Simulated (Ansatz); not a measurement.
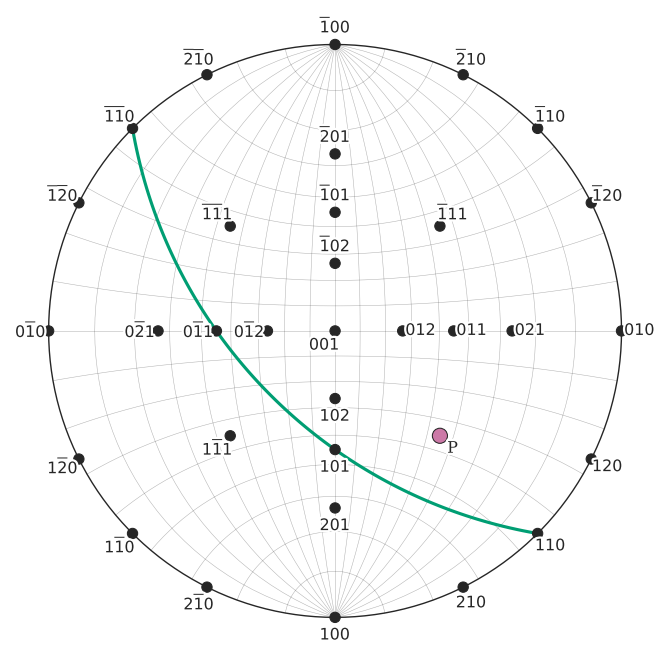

Crystal: C, the input geometry of an electronic-structure calculation (not necessarily at equilibrium); the starting structure was generated, so it need not be a known form of this composition. Stereographic projection of plane normals (upper hemisphere) centred on (0 0 1). All values are computed from the atomic coordinates in the standard setting (tolerance 0.002 Å).

a = 3.560 Å, b = 3.560 Å, c = 3.560 Å, α = 90.00°, β = 90.00°, γ = 90.00°.

> Index the pole marked P.

P is (1 1 1), 54.7° from the centre.

> Which zone does the coloured great circle trace?

The zone [1 −1 −1]: its poles satisfy h − k − l = 0.

> What is the angle between the normals of (−1 0 2) and (−2 1 0), and what are their d_hkl = 1/|g|?

66.4°; d = 1.592 Å and 1.592 Å.
